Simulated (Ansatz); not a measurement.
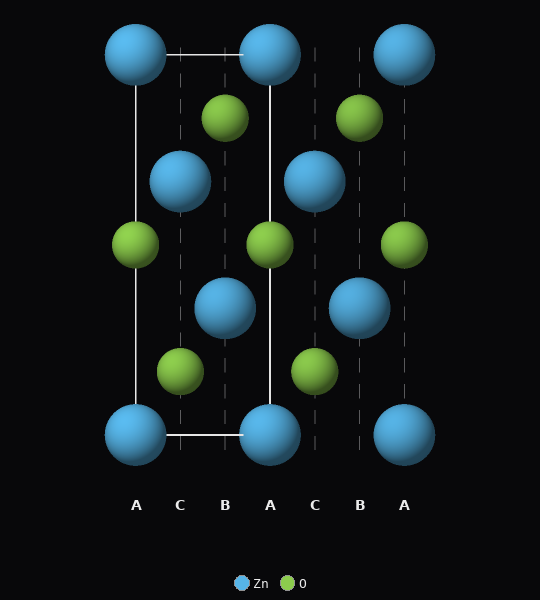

Projection along an edge of the hexagonal mesh, stacking direction [111] upwards. The dashed lines mark the three columns A (0, 0), B (1/3, 2/3) and C (2/3, 1/3). The box is the hexagonal cell of the face-centred cubic lattice. The sequence starts with the first layer at or above the cell's origin.

System ZnO (space group Fm-3m, No. 225); source of the atomic positions: the input geometry of an electronic-structure calculation (not necessarily at equilibrium); the starting structure was generated, so it need not be a known form of this composition.

### Read off the stacking sequence over one period.

Zn(A) – O(C) – Zn(B) – O(A) – Zn(C) – O(B) (six layers in 7.39 Å).

### How are the O layers alone stacked?

O layers alone: CAB, the cubic close-packed type.

### Which positions between or in the O layers do the other atoms fill?

Zn: three octahedral sites, counted in one hexagonal cell.
